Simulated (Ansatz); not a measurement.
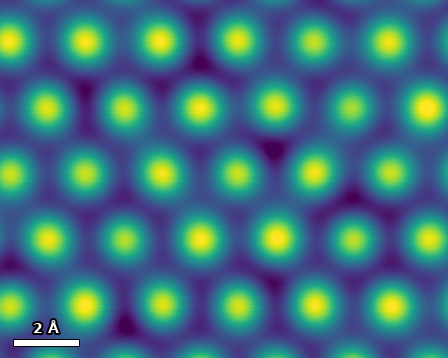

Integrated-DPC-like image of Pt (Fd-3m, No. 227). Simulated as the projected potential of neutral atoms (B = 0.5 Å²) blurred by a 1.11 Å probe, the thin-sample limit of integrated differential phase contrast. The display is stretched by a gamma of 0.8; percentages refer to the linear signal. A slight drift and the speckle of an amorphous layer were added. Structure: the geometry relaxed with Ansatz 0.2.0, DFT, RPBE, plane waves (420 eV) with PAW, scalar-relativistic; the starting structure was generated, so it need not be a known form of this composition.

```yaml
crystal:
  lattice:
    - [5.82934, 0.00000, 0.00000]
    - [0.00000, 5.82934, 0.00000]
    - [0.00000, 0.00000, 5.82934]
  atoms:
    - { symbol: Pt, position: [0.75000, 0.75000, 0.75000] }
    - { symbol: Pt, position: [0.00000, 0.50000, 0.00000] }
    - { symbol: Pt, position: [0.75000, 0.25000, 0.25000] }
    - { symbol: Pt, position: [0.00000, 0.00000, 0.50000] }
    - { symbol: Pt, position: [0.25000, 0.75000, 0.25000] }
    - { symbol: Pt, position: [0.50000, 0.50000, 0.50000] }
    - { symbol: Pt, position: [0.25000, 0.25000, 0.75000] }
    - { symbol: Pt, position: [0.50000, 0.00000, 0.00000] }
```

**Which beam direction gives this image, [111], [110], [221] or [210]? (Directions equivalent by symmetry count as one.)**

[111]. The projected cells are 2.38 × 2.38 Å, 120° for [111]; 3.57 × 3.57 Å, 109° for [110]; 0.69 × 2.06 Å, 90° for [221]; 1.30 × 1.60 Å, 114° for [210], and the image repeats as the [111] one does.
